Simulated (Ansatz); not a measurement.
System: LiF, space group R-3m (No. 166), 2 atoms in the cell, rocksalt type, epitaxial (111) strain −2.0%.

```cif
data_structure
_symmetry_space_group_name_H-M 'P 1'
_symmetry_Int_Tables_number 1
_cell_length_a 2.8178
_cell_length_b 2.8178
_cell_length_c 2.8178
_cell_angle_alpha 58.758
_cell_angle_beta 58.758
_cell_angle_gamma 58.758
_cell_volume 15.37
loop_
_atom_site_label
_atom_site_type_symbol
_atom_site_fract_x
_atom_site_fract_y
_atom_site_fract_z
_atom_site_occupancy
Li1 Li 0.00000 0.00000 0.00000 1
F1 F 0.50000 0.50000 0.50000 1
```

Level of theory: DFT, PBE, plane waves, PAW, no spin polarisation, 10×10×10 k mesh, 420 eV cutoff, Fermi-Dirac smearing of 0.02 eV; code Ansatz 0.2.0.

What will the density of states look like?

There is a gap; over the k points computed it is 9.59 eV (direct among those points). The upper group of valence states starts about 3.3 eV under the valence-band top, with a gap beneath it; it holds about 6 electrons a cell. Within the window shown, the tallest peak of the filled states lies 0.6 eV under the valence-band top, at about 3.3 states per eV and cell.

The cell is at 7 GPa in this functional.

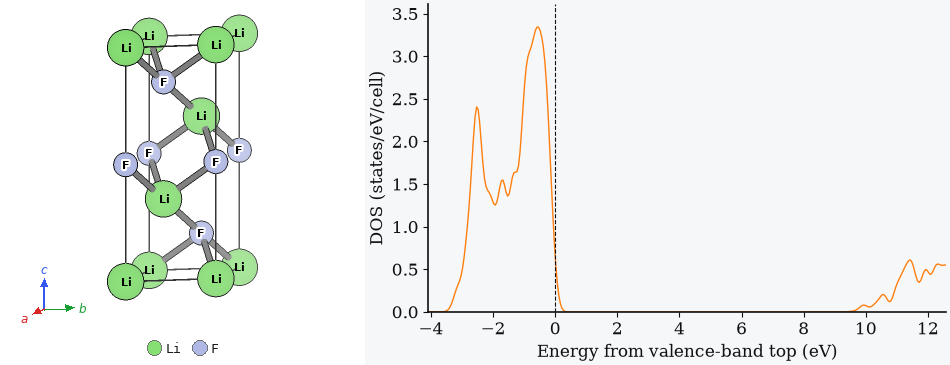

Density of states, beside the structure. Energies are counted from the top of the valence band. The curve is built from the levels of the k mesh with Gaussians 0.3 eV wide, which also blur the band edges.
